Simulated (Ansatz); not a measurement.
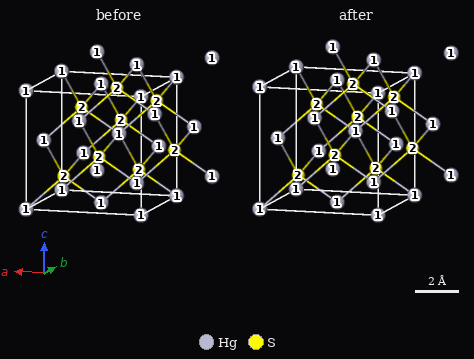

The structure of a crystal of HgS (a generated structure, set up in F-43m) before (left) and after (right) a relaxation, at one scale.

Style: ball-and-stick. Shown: the conventional cell (4 times the calculation's cell), repeated 1 × 2 × 1 with one cell outlined, from a free direction. Lengths and directions refer to the drawn axes.

Case: Te → S, Zn → Hg on all its sites, cell and atoms relaxed.

Theory: DFT PBEsol, scalar-relativistic, plane waves, PAW in Ansatz 0.2.0. Set-up: plane-wave cutoff 420 eV; k-point mesh 12 × 12 × 12; occupations gaussian; smearing width 0.1 eV; no spin polarisation; cell and atoms relaxed; force threshold 0.01 eV/Å; at most 60 steps.

**Summarise the run.**

No atom moves by more than 0.005 Å relative to the cell. The drawn cell changes as follows: a = b = c 5.702 → 5.875 Å (+3.0 %); the volume changes by +9.3 %. Near-neighbour distances that change, for instance: Hg1–S2 2.469 → 2.544 Å. The space group stays F-43m (No. 216). Over 2 accepted moves (3 points after the start) the energy falls by 84.2 meV per cell of the calculation. All forces vanish by symmetry, so only the cell relaxes. The pressure goes from 6.76 to 0.04 GPa. At 1 point the geometry stayed and the basis and grid were re-selected for the new cell (energy shift of 0.6 meV per cell of the calculation at most each time).
